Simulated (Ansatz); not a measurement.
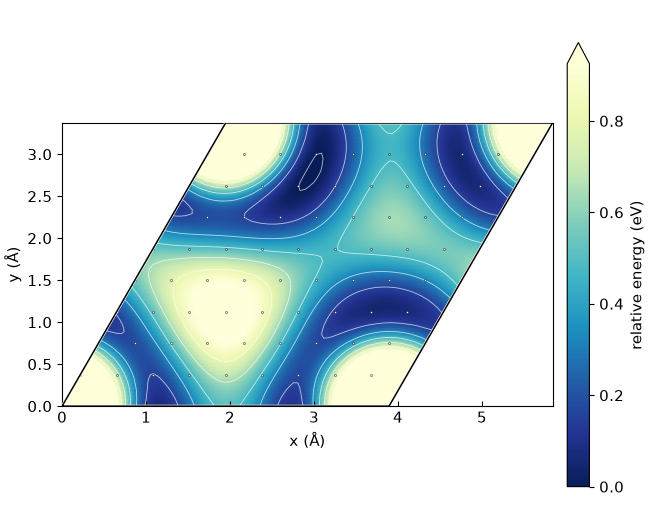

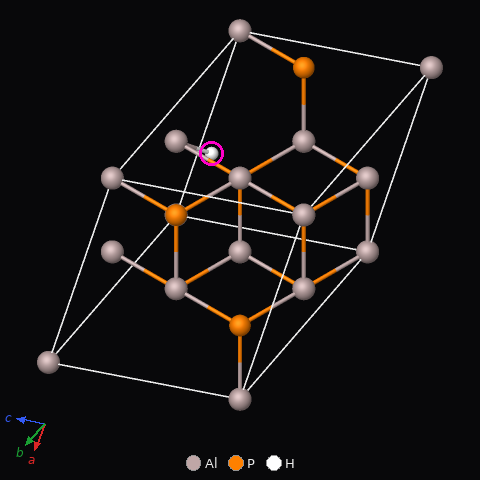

Energy landscape of AlP (F-43m phase) with one H guest (13 atoms in the cell, cell charge +1). 
- A guest moved over a lattice plane through the rigid host; the plane is (1 −1 1) of the conventional cell, half-way across the widest gap between atomic layers, origin above P10.
- Places are given modulo a cell vector. The map is drawn in real space over the plane of the scan.
- Nothing is relaxed (host rigid, guest held in the plane).
- The grid has 9 × 9 points.
- Energies are in eV per cell, from the lowest grid point.
- The band gap closes in part of the range. The cell is charged on a uniform background, without a charge correction.
- All numbers below come from DFT PBE, scalar-relativistic, plane waves, PAW in Ansatz. Settings: cutoff 420 eV, k-mesh 4×4×4, gaussian smearing 0.05 eV, no spin polarisation.

The picture shows a smooth colour map with a few white contour lines, dots at the grid points, the outline of one cell of the plane, one colour for all values above the top of the scale. Between grid points the surface is interpolated. The second picture is the structure at the lowest point; rings mark the moved atoms.

**Where are the wells?**

The lowest grid point is at (3/9, 8/9) of the cell vectors [nearest 1 Al at 1.65 Å and 1 P at 1.65 Å]. The bottom of the well lies between grid points, at about (0.35, 0.83) of the cell vectors, about 0.015 eV lower on the interpolated surface. There are further wells near (7/9, 8/9) of the cell vectors [nearest 1 Al at 1.65 Å and 1 P at 1.65 Å] (0.06 eV above the lowest at that grid point); (7/9, 3/9) of the cell vectors [nearest 1 Al at 1.65 Å and 1 P at 1.65 Å] (0.06 eV above the lowest at that grid point). Relaxing all atoms from the lowest point lowers the energy by a further 0.71 eV. The highest grid point, (0/9, 0/9) of the cell vectors [nearest 1 Al at 1.19 Å and 1 P at 1.19 Å], lies 3.14 eV above the lowest. On the interpolated surface the easiest way out of the lowest well to the well at about (0.81, 0.35) of the cell vectors passes a barrier of about 0.2 eV, counted from the interpolated bottom of the well.

Grid values (eV):

```csv
"place of H13 along a2 ↓, place of H13 along a1 →",0/9,1/9,2/9,3/9,4/9,5/9,6/9,7/9,8/9
8/9,1.94,1.93,0.63,0.00,0.23,0.47,0.28,0.06,0.67
7/9,0.40,0.71,0.36,0.00,0.15,0.48,0.52,0.23,0.07
6/9,0.17,0.19,0.16,0.11,0.23,0.48,0.63,0.55,0.32
5/9,0.54,0.52,0.50,0.46,0.44,0.48,0.52,0.55,0.57
4/9,0.54,0.77,0.90,0.88,0.70,0.46,0.28,0.23,0.32
3/9,0.17,0.52,0.90,1.05,0.88,0.47,0.14,0.06,0.07
2/9,0.40,0.18,0.50,0.88,0.88,0.49,0.18,0.39,0.67
1/9,1.94,0.70,0.16,0.45,0.70,0.47,0.17,0.71,1.94
0/9,3.14,1.92,0.36,0.10,0.44,0.46,0.14,0.39,1.94
```

The input of one point:

```yaml
crystal:
  lattice:
    - [-5.5065207324, -2.7532603662, 2.7532603662]
    - [-2.7532603662, 2.7532603662, 5.5065207324]
    - [-5.5065207324, 2.7532603662, -2.7532603662]
  atoms:
    - { symbol: Al, position: [0.1666666667, 0.6666666667, 0.5] }
    - { symbol: Al, position: [0.6666666667, 0.6666666667, 0.0] }
    - { symbol: Al, position: [0.5, 0.0, 0.5] }
    - { symbol: Al, position: [0.0, 0.0, 0.0] }
    - { symbol: Al, position: [0.3333333333, 0.3333333333, 0.0] }
    - { symbol: Al, position: [0.8333333333, 0.3333333333, 0.5] }
    - { symbol: P, position: [0.125, 1.0, 0.625] }
    - { symbol: P, position: [0.625, 1.0, 0.125] }
    - { symbol: P, position: [0.4583333333, 0.3333333333, 0.625] }
    - { symbol: P, position: [0.9583333333, 0.3333333333, 0.125] }
    - { symbol: P, position: [0.2916666667, 0.6666666667, 0.125] }
    - { symbol: P, position: [0.7916666667, 0.6666666667, 0.625] }
    - { symbol: H, position: [0.5717833215, 0.0925650929, -0.1041563543] }
total_charge: 1
basis:
  ecutwfc: 420
kpoints:
  mp_grid: { grid: [4, 4, 4] }
hamiltonian:
  xc: pbe
  pseudopotentials: { kind: paw, azcp: { folder: soft_1 } }
scf:
  occupations: { method: gaussian, width: 0.05 }
output:
  forces: true
  stress: true
  eigenvalues: true
  write_density: true
  write_potential: true
  elf: true
  volumetric_format: npy
```

Each point was launched as `ansatz run input.yaml --threads 4 --pin off --max-ram 8192MiB --backend cpu --events-out ev --progress --plain --runs-dir out`. The whole map (81 points run) took 23 min on 4 threads of Arm Neoverse N1, on a shared host.
